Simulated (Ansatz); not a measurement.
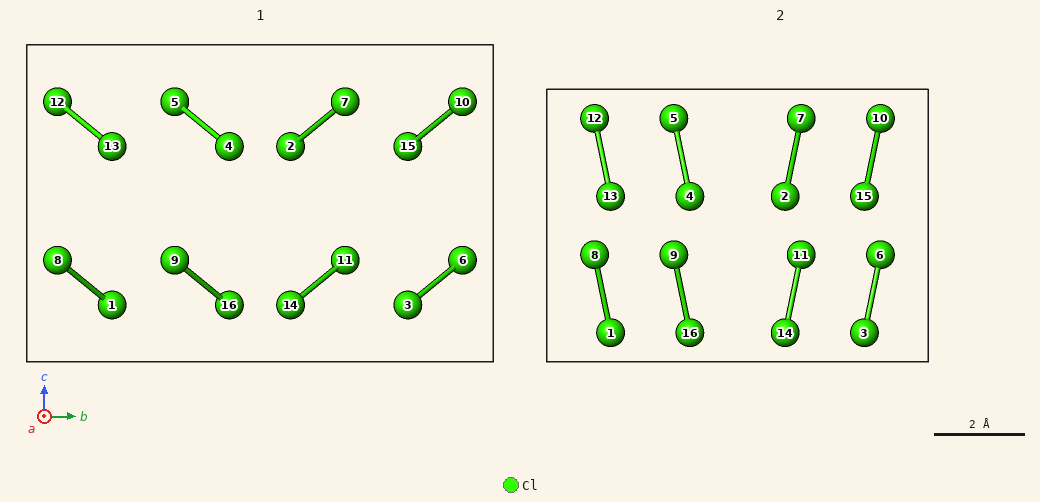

Two geometries of crystalline Cl (built on the database_138 type) (coarse preliminary run), drawn at one scale. One is the start of a relaxation, the other its converged end. Style: ball-and-stick. Shown: the cell of the calculation, along the a axis.

Theory: Ansatz 0.2.0, DFT PBE, scalar-relativistic, plane waves, PAW. Set-up: plane-wave cutoff 420 eV; k-point mesh 2 × 2 × 4; occupations gaussian; smearing width 0.1 eV; no spin polarisation; cell and atoms relaxed; force threshold 0.04 eV/Å; at most 70 steps.

Which one is relaxed?

Answer. Structure 1 is the relaxed one. Case: structure reported for this formula (P4_2/ncm, No. 138). Over 8 accepted moves (9 points after the start) the energy falls by 1071 meV per atom. The largest force component goes from 4.3 to 0.027 eV/Å. The pressure goes from 23.81 to 0.33 GPa. At 1 point the geometry stayed and the basis and grid were re-selected for the new cell (energy shift of 16.3 meV per atom at most each time). The largest moves relative to the cell, 0.82 Å, are those of 16 atoms (Cl1, Cl2, Cl3, Cl4 and others). Cl4 goes roughly along [1 3 3]. Cell: a = b 8.560 → 10.467 Å (+22.3 %), c 6.120 → 7.117 Å (+16.3 %). Volume +73.9 %. Near-neighbour distances that change, for instance: Cl1–Cl16 2.518 → 3.725 Å, Cl1–Cl10 2.845 → 3.845 Å, Cl10–Cl15 1.823 → 2.005 Å. The space group stays P4_2/ncm (No. 138).
